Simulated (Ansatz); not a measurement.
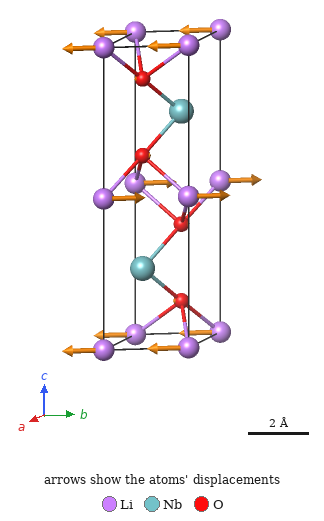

One vibrational mode of solid LiNbO2 at the zone centre. The orange arrows give the relative displacements of the atoms. A ball-and-stick model of the cell of the calculation, seen slightly off an axis. Only the shorter bonds are drawn.

These are results of DFT r2SCAN, scalar-relativistic, plane waves, PAW (Ansatz), not measurements.

Input file:
```yaml
crystal:
  lattice:
    - [2.9033506418, 0.0, 0.0]
    - [-1.4516753209, 2.5143754119, 0.0]
    - [0.0, 0.0, 10.4353057136]
  atoms:
    - { symbol: Li, position: [0.0, 0.0, 0.0] }
    - { symbol: Li, position: [0.0, 0.0, 0.5] }
    - { symbol: Nb, position: [0.3333333333, 0.6666666667, 0.75] }
    - { symbol: Nb, position: [0.6666666667, 0.3333333333, 0.25] }
    - { symbol: O, position: [0.3333333333, 0.6666666667, 0.1231766292] }
    - { symbol: O, position: [0.6666666667, 0.3333333333, 0.6231766292] }
    - { symbol: O, position: [0.3333333333, 0.6666666667, 0.3768233708] }
    - { symbol: O, position: [0.6666666667, 0.3333333333, 0.8768233708] }
basis:
  ecutwfc: 500
kpoints:
  mp_grid: { grid: [12, 12, 4] }
hamiltonian:
  xc: r2scan
scf:
  occupations: { method: gaussian, width: 0.05 }
output:
  eigenvalues: true
phonons:
  method: fd
  supercell: [1, 1, 1]
  amplitude: 0.02
  eigenvectors: true
  dielectric: false
```

Command:
```bash
ansatz run input.yaml --threads 2 --pin off --max-ram 5120MiB --backend cpu --events-out ev --progress --plain --runs-dir out
```

Frequencies are those without the non-analytic (LO–TO) term.

Q: What mode is this, and where does it lie in the spectrum?

A: This is the E₂u mode (doubly degenerate; one member of the set is drawn) at 218 cm⁻¹, optical level 3 of 13, counted from below, silent by symmetry (neither infrared- nor Raman-active). The Nb atoms stay at rest; all motion is along b; atoms of one kind move against one another, with no net shift of any sublattice; the kinetic energy is shared as Li 98 %, O 2 %.
